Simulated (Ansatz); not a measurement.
**Al2ZnO4: density, localisation and related maps**

Input file:

```
crystal:
  lattice:
    - [0.0, 4.0392894859, 4.0392894859]
    - [4.0392894859, 0.0, 4.0392894859]
    - [4.0392894859, 4.0392894859, 0.0]
  atoms:
    - { symbol: Al, position: [0.125, 0.125, 0.125] }
    - { symbol: Al, position: [0.625, 0.125, 0.125] }
    - { symbol: Al, position: [0.125, 0.125, 0.625] }
    - { symbol: Al, position: [0.125, 0.625, 0.125] }
    - { symbol: Zn, position: [0.75, 0.75, 0.75] }
    - { symbol: Zn, position: [0.5, 0.5, 0.5] }
    - { symbol: O, position: [0.88913596, 0.88913596, 0.88913596] }
    - { symbol: O, position: [0.9174078799, 0.36086404, 0.36086404] }
    - { symbol: O, position: [0.88913596, 0.88913596, 0.3325921201] }
    - { symbol: O, position: [0.36086404, 0.9174078799, 0.36086404] }
    - { symbol: O, position: [0.3325921201, 0.88913596, 0.88913596] }
    - { symbol: O, position: [0.36086404, 0.36086404, 0.36086404] }
    - { symbol: O, position: [0.88913596, 0.3325921201, 0.88913596] }
    - { symbol: O, position: [0.36086404, 0.36086404, 0.9174078799] }
kpoints:
  mp_grid: { grid: [4, 4, 4] }
  band_path:
    path:
      - [0.0, 0.0, 0.0]
      - [0.5, 0.0, 0.5]
      - [0.625, 0.25, 0.625]
      - [0.375, 0.375, 0.75]
      - [0.5, 0.5, 0.5]
      - [0.5, 0.25, 0.75]
      - [-0.067708, 0.0, 0.067708]
    npoints: 1
hamiltonian:
  xc: hse06
scf:
  occupations: { method: fixed }
  n_extra_bands: 7
output:
  forces: true
  stress: true
  eigenvalues: true
  write_density: true
  write_potential: true
  elf: true
  volumetric_format: npy
```

Command:

```sh
ansatz run input.yaml --threads 8 --pin off --max-ram 20275MiB --backend cpu --events-out ev --progress --plain --runs-dir out
```

Below, planes, directions and counts refer to the conventional cell (a = 8.08 Å, b = 8.08 Å, c = 8.08 Å, α = 90.00°, β = 90.00°, γ = 90.00°).

Space group Fd-3m; started from the measured structure prototype, which need not be the ambient phase.

Theory: Ansatz 0.2.0, DFT, HSE06, plane waves, PAW.

In a PAW calculation such maps are meaningful between the atoms, not at the nuclei.

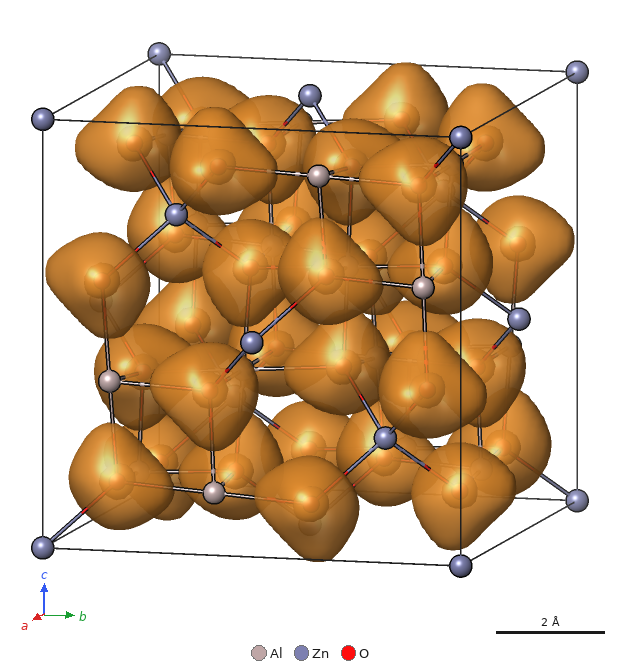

Figure 1. Isosurface of the ELF at 0.65 (orange), seen slightly off an axis. Core shells and regions of very low density are left out. Sticks mark near contacts.

Q: Where are the electrons localised?

A: The ELF exceeds this value in 32 regions on O in which the atom's valence shell and bonds are merged, counted in one cell of 56 atoms. Any copies at cell faces, edges or corners count once.


Al–O (1.91 Å): the ELF peaks at about 0.85 in the valence shell of O, 0.7 Å from its nucleus, and is about 0.80 at the midpoint. Zn–O (1.95 Å): the ELF peaks at about 0.85 in the valence shell of O, 0.6 Å from its nucleus, and is about 0.25 at the midpoint; no localised pair shows between them.

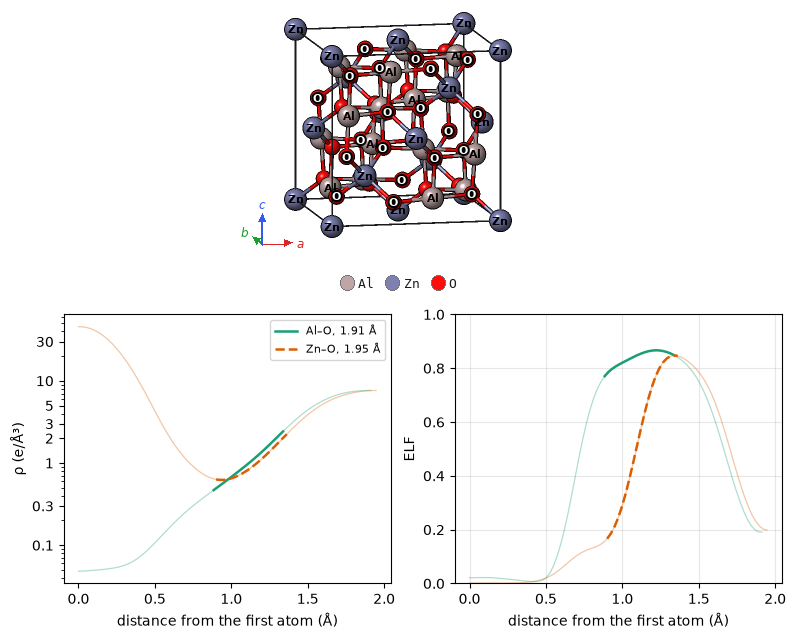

Figure 2. Valence charge density (pseudo) and electron localisation function along straight lines between neighbouring atoms. Thin, pale parts lie inside the atomic spheres. The structure is drawn too.

Q: What can be read from the curves?

A: Al–O (1.91 Å): the density is about 0.59 e/Å³ at the midpoint; the ELF peaks at about 0.85 in the valence shell of O, 0.7 Å from its nucleus, and is about 0.80 at the midpoint.
Zn–O (1.95 Å): ρ is about 0.63 e/Å³ halfway; the ELF peaks at about 0.85 in the valence shell of O, 0.6 Å from its nucleus, and is about 0.25 at the midpoint; no localised pair shows between them.

Q: Does the calculation make it a metal, or give it a gap?

A: It is gapped, with a Kohn–Sham gap of 6.0 eV on the k-point mesh, an upper bound to the gap of this method.
